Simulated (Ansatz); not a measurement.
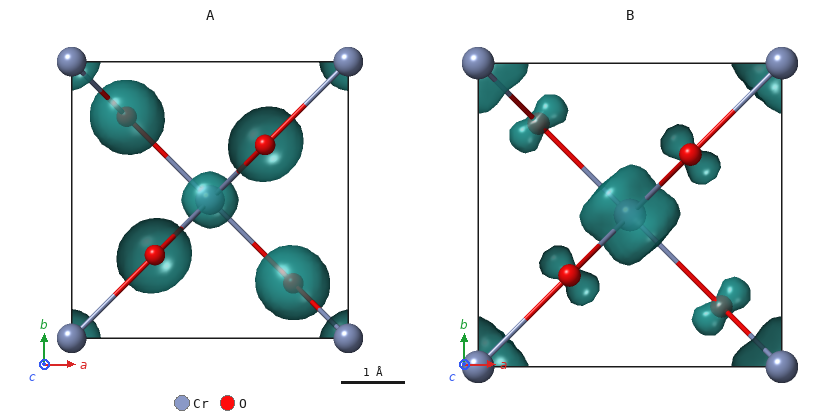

CrO$_{2}$: densities of the states in two energy windows, as isosurfaces (each at a level of its own) in the conventional cell.

Space group P4_2/mnm; the calculation finds a residual pressure of about 2 GPa at this fixed cell; spin-polarised. It comes out metallic at this level (no Hubbard term), which in such compounds can be an artefact. Net moment 4.0 μB in the 6-atom cell of the calculation; other magnetic orders weren't tried.

Method: DFT PBE, scalar-relativistic, plane waves, PAW (Ansatz 0.2.0).

Core electrons are frozen (PAW), so the fields are smoothed inside the atomic spheres.

### The windows, about the Fermi level, are −5.1 to −2.5 eV and −0.25 to +0.25 eV. Which panel shows which?

Panel A: −5.1 to −2.5 eV, the middle third of the occupied valence band, mainly O 2p (75 %) and Cr 3d (20 %).
Panel B: −0.25 to +0.25 eV, the states at the Fermi level, mainly Cr 3d (60 %) and O 2p (40 %).
The characters are Löwdin shares on a minimal set of atomic orbitals.

Run time: 21 s on 2 threads of Intel(R) Xeon(R) Processor @ 2.50GHz (Skylake/Cascade Lake), on a shared host, peak memory 0.46 GiB.
